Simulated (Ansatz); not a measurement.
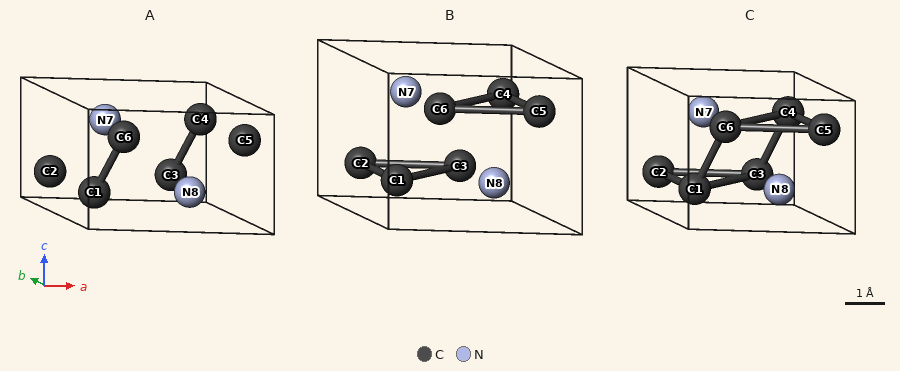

3 geometries from one relaxation of a crystal of C3N (a generated structure, set up in P6_3/mmc) (coarse preliminary run), in shuffled order. A ball-and-stick model of the cell of the calculation, seen slightly off an axis.

Method: DFT PBE, scalar-relativistic, plane waves, PAW in Ansatz 0.2.0. Settings: plane-wave cutoff 420 eV; k-point mesh 6 × 6 × 4; occupations gaussian; smearing width 0.1 eV; no spin polarisation; cell and atoms relaxed; force threshold 0.04 eV/Å; at most 70 steps.

### Order the frames from highest to lowest energy.

B, C, A. They are steps 0, 3, 10, at +6.898 eV per cell of the calculation, +1.095 eV per cell of the calculation relative to the last. After 8 accepted moves (10 points after the start) the energy has fallen by 6.898 eV per cell of the calculation. The largest force component goes from 0.32 to 0.014 eV/Å. The pressure goes from −30.19 to −0.08 GPa. The line search rejected the trial step at point 4 of the run. The SCF was repeated once at an unchanged geometry on a basis and grid sized afresh for the cell, which shifted the energy by 25.0 meV per cell of the calculation at most. The largest moves relative to the cell, 0.39 Å, are those of C1, C2, C3, C4, C5 and C6. C6 goes along [−2 −1 0]. N stays in place. The volume changes by −29.5 %, with a = b 5.036 → 4.821 Å (−4.3 %), c 4.069 → 3.129 Å (−23.1 %). Among the contacts that change: C1–C2 2.460 → 1.683 Å, C1–C5 2.481 → 1.842 Å, C1–C2 (another image) 2.577 → 3.138 Å. New bonds form, among them: C1–C5 (2.48 → 1.84 Å), C1–C6 (2.48 → 1.84 Å), C2–C4 (2.48 → 1.84 Å), C2–C6 (2.48 → 1.84 Å). The space group stays P6_3/mmc (No. 194). Cost: 34 s on 1 thread of Arm Neoverse V1, on a shared host, peak memory 0.35 GiB.

Limits of the set-up: the k-point mesh is coarse for a cell with partly filled bands; layers or molecules are held without a dispersion correction, so their spacing is unreliable.
